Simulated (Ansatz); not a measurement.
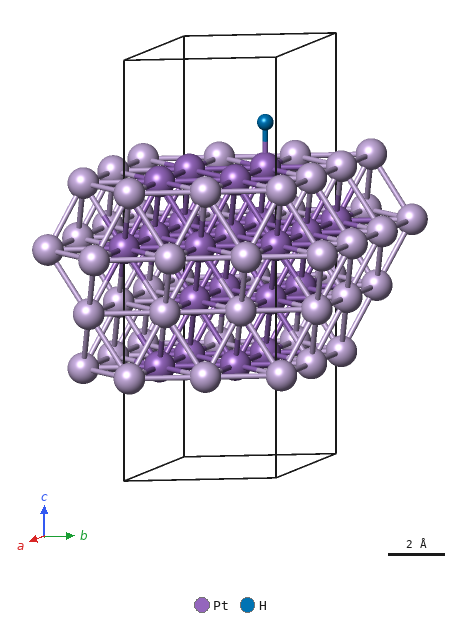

*The starting structure (ball-and-stick view of the cell of the calculation, with the vacuum cut short, seen slightly off an axis; neighbours outside the cell are drawn fainter). An atom can appear more than once, as a periodic image.*

Near neighbours in the periodic cell (some may lie outside the picture): Pt has 9 Pt at 2.78 to 2.80 Å; Pt has 12 Pt at 2.77 to 2.80 Å; Pt has 1 H at 1.68 Å and 9 Pt at 2.78 to 2.80 Å; H has 1 Pt at 1.68 Å.

## Run report: Pt$_{16}$H, geometry relaxation (part 1 of 3)

- system: Pt$_{16}$H (slab, 17 atoms in the cell)
- method: DFT PBE+D3(BJ), scalar-relativistic, plane waves, PAW, no spin polarisation (Ansatz 0.2.0)

The structure derives from an entry of the Crystallography Open Database. The input holds or restrains some coordinates. Forces given for the steps count only the free coordinates.

Input
```yaml
crystal:
  lattice:
    - [5.555888461, 0.0, 0.0]
    - [-2.7779442305, 4.8115405478, 0.0]
    - [0.0, 0.0, 25.8045458987]
  atoms:
    - { symbol: Pt, position: [0.3333333333, 0.1666666667, 0.329399325] }
    - { symbol: Pt, position: [0.3333333333, 0.6666666667, 0.329399325] }
    - { symbol: Pt, position: [0.8333333333, 0.1666666667, 0.329399325] }
    - { symbol: Pt, position: [0.8333333333, 0.6666666667, 0.329399325] }
    - { symbol: Pt, position: [0.6666666667, 0.3333333333, 0.4172978671] }
    - { symbol: Pt, position: [0.6666666667, 0.8333333333, 0.4172978671] }
    - { symbol: Pt, position: [0.1666666667, 0.3333333333, 0.4172978671] }
    - { symbol: Pt, position: [0.1666666667, 0.8333333333, 0.4172978671] }
    - { symbol: Pt, position: [0.0, 0.5, 0.5046029143] }
    - { symbol: Pt, position: [0.0, 0.0, 0.5046029143] }
    - { symbol: Pt, position: [0.5, 0.5, 0.5046029143] }
    - { symbol: Pt, position: [0.5, 0.0, 0.5046029143] }
    - { symbol: Pt, position: [0.3333333333, 0.6666666667, 0.5935036549] }
    - { symbol: Pt, position: [0.3333333333, 0.1666666667, 0.5935036549] }
    - { symbol: Pt, position: [0.8333333333, 0.6666666667, 0.5935036549] }
    - { symbol: Pt, position: [0.8333333333, 0.1666666667, 0.5935036549] }
    - { symbol: H, position: [0.3333333333, 0.6666666667, 0.6586084627] }
basis:
  ecutwfc: 420
kpoints:
  mp_grid: { grid: [6, 6, 1] }
hamiltonian:
  xc: pbe
  dispersion: d3bj
scf:
  occupations: { method: gaussian, width: 0.1 }
output:
  forces: true
  eigenvalues: true
  write_density: true
  write_potential: true
  elf: true
  volumetric_format: npy
relax:
  adjacent_minimum: "off"
  f_tol: 0.03
  max_steps: 70
  constraints: [{ sites: [0, 1, 2, 3, 4, 5, 6, 7] }]
efield:
  axis: 3
  dipole_correction: true
```

Launched with:
```bash
ansatz run input.yaml --threads 4 --pin off --max-ram 10240MiB --backend cpu --events-out ev --progress --plain --runs-dir out
```

Log
```
Engine: ansatz 0.2.0, x86_64-unknown-linux-gnu
Pseudopotentials: kind: paw
Pseudopotential: Pt, paw, valence charge 18, recommended cutoff 420 eV (normal), Pt.paw.azcp
Pseudopotential: H, paw, valence charge 1, recommended cutoff 420 eV (normal), H.paw.azcp
Functional definition: PBE
  parameter kappa = 0.804
  parameter beta = 0.06672455060314922
  exchange = pbe_x(kappa = kappa, mu = beta*pi^2/3)
  correlation = pbe_c(beta = beta)
Crystal: 17 atoms, lattice volume = 689.817 Å³
Basis set: ecut = 420 eV, 13539 PW (Γ), exchange–correlation on 80×80×360 points (8 copies of the dense FFT grid, shifted against one another)
Bands: 174, of which v1, the nominal top of the filled ones, is band 145 counted from 1 (144 counted from 0)
Symmetry: 6 space group operations
Space group: P3m1 (ITA 156), of the structure as read, at distance tolerance 8.8e-5 Å
k-points: 7 of 36 (time reversal used)
Non-local potential: Pt, projectors of the file, l = 0: 3, l = 1: 2, l = 2: 2, l = 3: 1
Non-local potential: H, projectors of the file, l = 0: 2, l = 1: 1
PAW form: soft (Blöchl's): semilocal exchange-correlation on the pseudo side does not see the compensation charge
PAW one-centre angular grid: Pt, 590 points (default); XC on 64 Gauss nodes
PAW one-centre angular grid: H, 110 points (default); XC on 64 Gauss nodes
Initial density: superposition of atomic densities (neutral atoms: chi_scale 0, normalization atom), corrected by the library's trained network
Initial wavefunctions: pseudopotential atomic-orbital guess
Functional: x = pbe(κ = 0.804, μ = 0.2195149727645171), c = pbe(β = 0.06672455060314922)
SCF iter   1: F=—  HF=-200389.058006 eV  |F-HF|=—  |Δ(HF+E_count)|=         —  Δρ=6.99e-3  dr2=1.96e0  ethr=1.77e-3  p=0.009 e·Å  D=2.46e-3 V/Å  ΔV_dip=-0.06 eV  dr2_dipole=3.18e-1  V_vac-E_F(+/−)=5.15/5.22 eV  ⟨swp⟩=7.3  Hψ=5091  notcnv=0  defer=46
efield: sawtooth ramp at fractional position 0.9440 (placed from the atoms, in the widest stretch of the axis that holds none; the zero of the levels goes with the place), width 0.1000; the density the first Hamiltonian is built on has a dipole p = 0.009 e·Å; the dipole correction subtracts the counter field D = 2.46e-3 V/Å, which shifts the + side's vacuum level by -0.06 eV against the − side's; the planar-averaged density in the ramp window peaks in size at 1.5e-5 e/Å³
preconditioner: auto → LDOS  [metal: Δε(μ)=0.017 eV  Ē_g=7.317 eV  σ=0.100 eV  W_gap=0.09  n_scr=150 (ndim 8)  ℏωp=17.9 eV  f_vac=0.592  D(μ)=24.11/eV (n_scr^D=176)  β→1.0]
SCF iter   2: F=—  HF=-200389.043074 eV  |F-HF|=—  |Δ(HF+E_count)|=   1.49e-2  Δρ=3.43e-3  dr2=1.47e-1  ethr=6.78e-4  p=0.028 e·Å  D=7.22e-3 V/Å  ΔV_dip=-0.19 eV  dr2_dipole=1.71e-2  V_vac-E_F(+/−)=5.53/5.71 eV  ⟨swp⟩=2.0  Hψ=1425  notcnv=0  defer=108
SCF iter   3: F=—  HF=-200389.041633 eV  |F-HF|=—  |Δ(HF+E_count)|=   1.44e-3  Δρ=1.87e-3  dr2=1.81e-1  ethr=5.10e-5  p=0.029 e·Å  D=7.66e-3 V/Å  ΔV_dip=-0.20 eV  dr2_dipole=1.68e-3  V_vac-E_F(+/−)=5.35/5.54 eV  ⟨swp⟩=3.1  Hψ=2293  notcnv=0  defer=108
SCF iter   4: F=—  HF=-200389.026973 eV  |F-HF|=—  |Δ(HF+E_count)|=   1.47e-2  Δρ=7.47e-4  dr2=1.24e-2  ethr=5.10e-5  p=0.032 e·Å  D=8.27e-3 V/Å  ΔV_dip=-0.21 eV  dr2_dipole=1.43e-6  V_vac-E_F(+/−)=5.45/5.66 eV  ⟨swp⟩=2.0  Hψ=1645  notcnv=0  defer=108
SCF iter   5: F=—  HF=-200389.025588 eV  |F-HF|=—  |Δ(HF+E_count)|=   1.38e-3  Δρ=3.77e-4  dr2=2.72e-3  ethr=4.30e-6  p=0.031 e·Å  D=8.09e-3 V/Å  ΔV_dip=-0.21 eV  dr2_dipole=5.42e-5  V_vac-E_F(+/−)=5.44/5.65 eV  ⟨swp⟩=2.3  Hψ=1876  notcnv=0  defer=92
SCF iter   6: F=—  HF=-200389.025369 eV  |F-HF|=—  |Δ(HF+E_count)|=   2.19e-4  Δρ=1.37e-4  dr2=8.60e-4  ethr=9.40e-7  p=0.031 e·Å  D=8.07e-3 V/Å  ΔV_dip=-0.21 eV  dr2_dipole=1.78e-5  V_vac-E_F(+/−)=5.44/5.65 eV  ⟨swp⟩=2.1  Hψ=1637  notcnv=0  defer=92
SCF iter   7: F=—  HF=-200389.025338 eV  |F-HF|=—  |Δ(HF+E_count)|=   3.11e-5  Δρ=6.54e-5  dr2=1.19e-4  ethr=2.97e-7  p=0.031 e·Å  D=8.06e-3 V/Å  ΔV_dip=-0.21 eV  dr2_dipole=3.69e-6  V_vac-E_F(+/−)=5.44/5.65 eV  ⟨swp⟩=1.7  Hψ=1166  notcnv=0  defer=92
SCF iter   8: F=—  HF=-200389.025348 eV  |F-HF|=—  |Δ(HF+E_count)|=   9.94e-6  Δρ=2.85e-5  dr2=2.41e-5  ethr=4.13e-8  p=0.031 e·Å  D=8.08e-3 V/Å  ΔV_dip=-0.21 eV  dr2_dipole=8.84e-8  V_vac-E_F(+/−)=5.44/5.65 eV  ⟨swp⟩=2.0  Hψ=1647  notcnv=0  defer=92
SCF iter   9: F=-200389.025346 eV  HF=-200389.025347 eV  |F-HF|=8.97e-7  |Δ(HF+E_count)|=   1.26e-6  Δρ=1.02e-5  dr2=1.96e-6  ethr=7.79e-9  p=0.031 e·Å  D=8.08e-3 V/Å  ΔV_dip=-0.21 eV  dr2_dipole=1.50e-9  V_vac-E_F(+/−)=5.44/5.65 eV  ⟨swp⟩=22.7  Hψ=11856  notcnv=0
SCF 1 converged in 9 iterations: F = -200389.025346 eV  dr2 = 1.96e-6
  greatest PAW one-centre occupation: 1.000 electrons in one spin orbital (limit 2), on the Pt atom at site 12 (counted from 0), in its partial waves of l = 0
relax step   1: F+E_penalty+E_count = -200389.02534586 eV  Δ(F+E_penalty+E_count) = +0.000e0 eV  max|allowed force component| = 2.161e0 eV/Å  Δτ_max = 0.0000 Å  (9 SCF iters, dr2 threshold 2.25e-5 eV, accepted)
Initial density: handed on by an earlier stage of this run
Initial wavefunctions: those handed on with the density
iter 1 solved again at ethr=7.14e-5 eV; its pass at ethr=3.10e-3 eV (dr2=2.06e-1 eV) is discarded
SCF iter   1: F=—  HF=-200389.177850 eV  |F-HF|=—  |Δ(HF+E_count)|=         —  Δρ=8.00e-3  dr2=1.82e-1  ethr=7.14e-5  p=0.031 e·Å  D=8.08e-3 V/Å  ΔV_dip=-0.21 eV  dr2_dipole=1.44e-2  V_vac-E_F(+/−)=5.45/5.66 eV  ⟨swp⟩=2.0  Hψ=4292  notcnv=0  defer=124
efield: sawtooth ramp at fractional position 0.9440 (handed on by an earlier solve), width 0.1000; the density the first Hamiltonian is built on has a dipole p = 0.031 e·Å; the dipole correction subtracts the counter field D = 8.08e-3 V/Å, which shifts the + side's vacuum level by -0.21 eV against the − side's; the planar-averaged density in the ramp window peaks in size at 2.1e-6 e/Å³
preconditioner: auto → LDOS  [metal: Δε(μ)=0.056 eV  Ē_g=7.394 eV  σ=0.100 eV  W_gap=0.31  n_scr=150 (ndim 8)  ℏωp=17.9 eV  f_vac=0.591  D(μ)=24.06/eV (n_scr^D=176)  β→1.0]
SCF iter   2: F=—  HF=-200389.161675 eV  |F-HF|=—  |Δ(HF+E_count)|=   1.62e-2  Δρ=1.49e-3  dr2=1.86e-2  ethr=6.30e-5  p=0.022 e·Å  D=5.83e-3 V/Å  ΔV_dip=-0.15 eV  dr2_dipole=2.74e-6  V_vac-E_F(+/−)=5.51/5.66 eV  ⟨swp⟩=2.3  Hψ=2107  notcnv=0  defer=124
SCF iter   3: F=—  HF=-200389.159234 eV  |F-HF|=—  |Δ(HF+E_count)|=   2.44e-3  Δρ=6.90e-4  dr2=8.36e-3  ethr=6.45e-6  p=0.035 e·Å  D=9.22e-3 V/Å  ΔV_dip=-0.24 eV  dr2_dipole=1.91e-4  V_vac-E_F(+/−)=5.42/5.66 eV  ⟨swp⟩=2.9  Hψ=2332  notcnv=0  defer=125
SCF iter   4: F=—  HF=-200389.157625 eV  |F-HF|=—  |Δ(HF+E_count)|=   1.61e-3  Δρ=2.49e-4  dr2=1.06e-3  ethr=2.89e-6  p=0.031 e·Å  D=8.23e-3 V/Å  ΔV_dip=-0.21 eV  dr2_dipole=9.46e-6  V_vac-E_F(+/−)=5.44/5.65 eV  ⟨swp⟩=2.4  Hψ=1945  notcnv=0  defer=126
SCF iter   5: F=—  HF=-200389.157527 eV  |F-HF|=—  |Δ(HF+E_count)|=   9.84e-5  Δρ=1.21e-4  dr2=3.15e-4  ethr=3.68e-7  p=0.032 e·Å  D=8.30e-3 V/Å  ΔV_dip=-0.21 eV  dr2_dipole=1.08e-5  V_vac-E_F(+/−)=5.44/5.65 eV  ⟨swp⟩=2.6  Hψ=2058  notcnv=0  defer=126
SCF iter   6: F=—  HF=-200389.157524 eV  |F-HF|=—  |Δ(HF+E_count)|=   2.53e-6  Δρ=7.41e-5  dr2=1.52e-4  ethr=1.09e-7  p=0.031 e·Å  D=8.24e-3 V/Å  ΔV_dip=-0.21 eV  dr2_dipole=3.04e-6  V_vac-E_F(+/−)=5.44/5.66 eV  ⟨swp⟩=2.3  Hψ=1512  notcnv=0  defer=126
SCF iter   7: F=-200389.157510 eV  HF=-200389.157526 eV  |F-HF|=1.57e-5  |Δ(HF+E_count)|=   1.80e-6  Δρ=2.90e-5  dr2=1.98e-5  ethr=3.46e-8  p=0.031 e·Å  D=8.20e-3 V/Å  ΔV_dip=-0.21 eV  dr2_dipole=5.35e-7  V_vac-E_F(+/−)=5.44/5.65 eV  ⟨swp⟩=20.7  Hψ=12162  notcnv=0
SCF 2 converged in 7 iterations: F = -200389.157510 eV  dr2 = 1.98e-5
relax step   2: F+E_penalty+E_count = -200389.15751039 eV  Δ(F+E_penalty+E_count) = -1.322e-1 eV  max|allowed force component| = 8.509e-1 eV/Å  Δτ_max = 0.1566 Å  (7 SCF iters, dr2 threshold 1.00e-4 eV, accepted)
SCF iter   1: F=—  HF=-200389.175647 eV  |F-HF|=—  |Δ(HF+E_count)|=         —  Δρ=2.87e-3  dr2=1.62e-2  ethr=8.26e-5  p=0.031 e·Å  D=8.20e-3 V/Å  ΔV_dip=-0.21 eV  dr2_dipole=2.52e-4  V_vac-E_F(+/−)=5.44/5.65 eV  ⟨swp⟩=2.9  Hψ=2521  notcnv=0  defer=130
efield: sawtooth ramp at fractional position 0.9440 (handed on by an earlier solve), width 0.1000; the density the first Hamiltonian is built on has a dipole p = 0.031 e·Å; the dipole correction subtracts the counter field D = 8.20e-3 V/Å, which shifts the + side's vacuum level by -0.21 eV against the − side's; the planar-averaged density in the ramp window peaks in size at 2.8e-6 e/Å³
preconditioner: auto → LDOS  [metal: Δε(μ)=0.028 eV  Ē_g=7.403 eV  σ=0.100 eV  W_gap=0.15  n_scr=150 (ndim 8)  ℏωp=17.9 eV  f_vac=0.592  D(μ)=24.45/eV (n_scr^D=176)  β→1.0]
SCF iter   2: F=—  HF=-200389.174001 eV  |F-HF|=—  |Δ(HF+E_count)|=   1.65e-3  Δρ=5.89e-4  dr2=2.51e-3  ethr=5.59e-6  p=0.034 e·Å  D=8.90e-3 V/Å  ΔV_dip=-0.23 eV  dr2_dipole=5.71e-5  V_vac-E_F(+/−)=5.42/5.65 eV  ⟨swp⟩=3.0  Hψ=2412  notcnv=0  defer=130
SCF iter   3: F=—  HF=-200389.173379 eV  |F-HF|=—  |Δ(HF+E_count)|=   6.22e-4  Δρ=2.46e-4  dr2=1.32e-3  ethr=8.69e-7  p=0.033 e·Å  D=8.58e-3 V/Å  ΔV_dip=-0.22 eV  dr2_dipole=3.71e-5  V_vac-E_F(+/−)=5.43/5.65 eV  ⟨swp⟩=3.0  Hψ=2432  notcnv=0  defer=130
SCF iter   4: F=—  HF=-200389.173174 eV  |F-HF|=—  |Δ(HF+E_count)|=   2.04e-4  Δρ=7.59e-5  dr2=6.59e-5  ethr=4.58e-7  p=0.031 e·Å  D=8.20e-3 V/Å  ΔV_dip=-0.21 eV  dr2_dipole=2.05e-6  V_vac-E_F(+/−)=5.44/5.65 eV  ⟨swp⟩=2.1  Hψ=1934  notcnv=0  defer=130
SCF iter   5: F=-200389.173131 eV  HF=-200389.173169 eV  |F-HF|=3.85e-5  |Δ(HF+E_count)|=   5.46e-6  Δρ=2.74e-5  dr2=4.28e-5  ethr=1.57e-8  p=0.031 e·Å  D=8.24e-3 V/Å  ΔV_dip=-0.21 eV  dr2_dipole=1.71e-7  V_vac-E_F(+/−)=5.44/5.65 eV  ⟨swp⟩=21.6  Hψ=13726  notcnv=0
SCF 3 converged in 5 iterations: F = -200389.173131 eV  dr2 = 4.28e-5
relax step   3: F+E_penalty+E_count = -200389.17313050 eV  Δ(F+E_penalty+E_count) = -1.562e-2 eV  max|allowed force component| = 2.090e-2 eV/Å  Δτ_max = 0.0512 Å  (5 SCF iters, dr2 threshold 4.53e-5 eV, accepted)
iter 1 solved again at ethr=1.48e-8 eV; its pass at ethr=3.10e-3 eV (dr2=4.28e-5 eV) is discarded
SCF iter   1: F=—  HF=-200389.173189 eV  |F-HF|=—  |Δ(HF+E_count)|=         —  Δρ=2.74e-5  dr2=4.28e-5  ethr=1.48e-8  p=0.031 e·Å  D=8.24e-3 V/Å  ΔV_dip=-0.21 eV  dr2_dipole=1.75e-7  V_vac-E_F(+/−)=5.44/5.65 eV  ⟨swp⟩=1.0  Hψ=2870  notcnv=0
efield: sawtooth ramp at fractional position 0.9440 (handed on by an earlier solve), width 0.1000; the density the first Hamiltonian is built on has a dipole p = 0.031 e·Å; the dipole correction subtracts the counter field D = 8.24e-3 V/Å, which shifts the + side's vacuum level by -0.21 eV against the − side's; the planar-averaged density in the ramp window peaks in size at 3.0e-6 e/Å³
preconditioner: auto → LDOS  [metal: Δε(μ)=0.029 eV  Ē_g=7.400 eV  σ=0.100 eV  W_gap=0.16  n_scr=150 (ndim 8)  ℏωp=17.9 eV  f_vac=0.592  D(μ)=24.47/eV (n_scr^D=176)  β→1.0]
SCF iter   2: F=—  HF=-200389.173173 eV  |F-HF|=—  |Δ(HF+E_count)|=   1.63e-5  Δρ=3.65e-5  dr2=2.40e-5  ethr=1.48e-8  p=0.031 e·Å  D=8.15e-3 V/Å  ΔV_dip=-0.21 eV  dr2_dipole=1.48e-6  V_vac-E_F(+/−)=5.44/5.65 eV  ⟨swp⟩=2.0  Hψ=1769  notcnv=0
SCF iter   3: F=—  HF=-200389.173169 eV  |F-HF|=—  |Δ(HF+E_count)|=   4.19e-6  Δρ=1.13e-5  dr2=6.08e-6  ethr=8.30e-9  p=0.031 e·Å  D=8.22e-3 V/Å  ΔV_dip=-0.21 eV  dr2_dipole=4.70e-8  V_vac-E_F(+/−)=5.44/5.65 eV  ⟨swp⟩=2.0  Hψ=1768  notcnv=0
SCF iter   4: F=—  HF=-200389.173169 eV  |F-HF|=—  |Δ(HF+E_count)|=   3.61e-7  Δρ=3.95e-6  dr2=9.11e-7  ethr=2.10e-9  p=0.031 e·Å  D=8.21e-3 V/Å  ΔV_dip=-0.21 eV  dr2_dipole=1.59e-8  V_vac-E_F(+/−)=5.44/5.65 eV  ⟨swp⟩=2.1  Hψ=1428  notcnv=0
iter 5 did not close the SCF: its close was put off until two iterations running show no level that it waits for move by more than its bar (scf_convergence_deferred on its scf_iter line)
SCF iter   5: F=-200389.173169 eV  HF=-200389.173169 eV  |F-HF|=2.86e-8  |Δ(HF+E_count)|=   4.37e-8  Δρ=1.22e-6  dr2=3.30e-8  ethr=3.46e-11  p=0.031 e·Å  D=8.21e-3 V/Å  ΔV_dip=-0.21 eV  dr2_dipole=4.21e-10  V_vac-E_F(+/−)=5.44/5.65 eV  ⟨swp⟩=14.3  Hψ=10251  notcnv=0
iter 6 did not close the SCF: its close was put off until two iterations running show no level that it waits for move by more than its bar (scf_convergence_deferred on its scf_iter line)
SCF iter   6: F=-200389.173169 eV  HF=-200389.173169 eV  |F-HF|=2.03e-8  |Δ(HF+E_count)|=   3.17e-8  Δρ=6.02e-7  dr2=6.06e-9  ethr=1.14e-11  p=0.031 e·Å  D=8.21e-3 V/Å  ΔV_dip=-0.21 eV  dr2_dipole=2.20e-10  V_vac-E_F(+/−)=5.44/5.65 eV  ⟨swp⟩=10.3  Hψ=8250  notcnv=0
SCF iter   7: F=-200389.173169 eV  HF=-200389.173169 eV  |F-HF|=9.55e-9  |Δ(HF+E_count)|=   1.41e-8  Δρ=3.24e-7  dr2=2.18e-9  ethr=2.10e-12  p=0.031 e·Å  D=8.21e-3 V/Å  ΔV_dip=-0.21 eV  dr2_dipole=7.38e-11  V_vac-E_F(+/−)=5.44/5.65 eV  ⟨swp⟩=8.9  Hψ=7596  notcnv=0
SCF 4 converged in 7 iterations: F = -200389.173169 eV  dr2 = 2.18e-9
relax step   4: F+E_penalty+E_count = -200389.17316935 eV  Δ(F+E_penalty+E_count) = -3.885e-5 eV  max|allowed force component| = 2.111e-2 eV/Å  Δτ_max = 0.0000 Å  (7 SCF iters, accepted)
```
